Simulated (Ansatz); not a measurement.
Sc$_{2}$Al

The calculation's input:

```
crystal:
  lattice:
    - [5.2790708054, 0.0, 0.0]
    - [-2.6395354027, 4.5718094259, 0.0]
    - [0.0, 0.0, 6.6563896599]
  atoms:
    - { symbol: Sc, position: [0.0, 0.0, 0.0] }
    - { symbol: Sc, position: [0.0, 0.0, 0.5] }
    - { symbol: Sc, position: [0.3333333333, 0.6666666667, 0.75] }
    - { symbol: Sc, position: [0.6666666667, 0.3333333333, 0.25] }
    - { symbol: Al, position: [0.3333333333, 0.6666666667, 0.25] }
    - { symbol: Al, position: [0.6666666667, 0.3333333333, 0.75] }
basis:
  ecutwfc: 500
kpoints:
  mp_grid: { grid: [12, 12, 8] }
hamiltonian:
  xc: r2scan
scf:
  occupations: { method: gaussian, width: 0.15 }
output:
  forces: true
  stress: true
  eigenvalues: true
  write_density: true
  write_potential: true
  elf: true
  volumetric_format: npy
```

Command:

```sh
ansatz run input.yaml --threads 2 --pin off --max-ram 5120MiB --backend cpu --events-out ev --progress --plain --runs-dir out
```

Below, planes, directions and counts refer to the conventional cell (a = 5.28 Å, b = 5.28 Å, c = 6.66 Å, α = 90.00°, β = 90.00°, γ = 120.00°).

Space group P6₃/mmc; a structure from a database of computed crystals, not necessarily the ambient phase; changed on purpose from its base cell (strain +0.080 along x and y, +0.080 along z, atoms carried along); computed pressure about −11 GPa in this cell.

All numbers below come from DFT r2SCAN, scalar-relativistic, plane waves, PAW in Ansatz.

### Predict the valence pseudo-density and electron localisation function between the atoms.

Sc–Al (3.33 Å): ρ is about 0.11 e/Å³ halfway; the ELF peaks at about 0.70 in the valence shell of Al, 1.1 Å from its nucleus, and is about 0.50 at the midpoint.

### Does the calculation make it a metal, or give it a gap?

It is metallic or semimetallic at this level of theory: no gap opens.

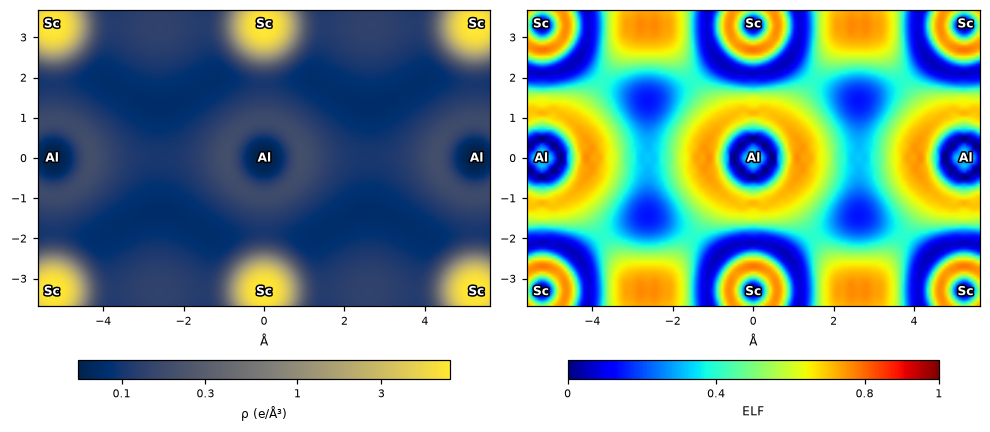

Computed valence pseudo-density and electron localisation function on the (100) plane of the conventional cell, in this order. 
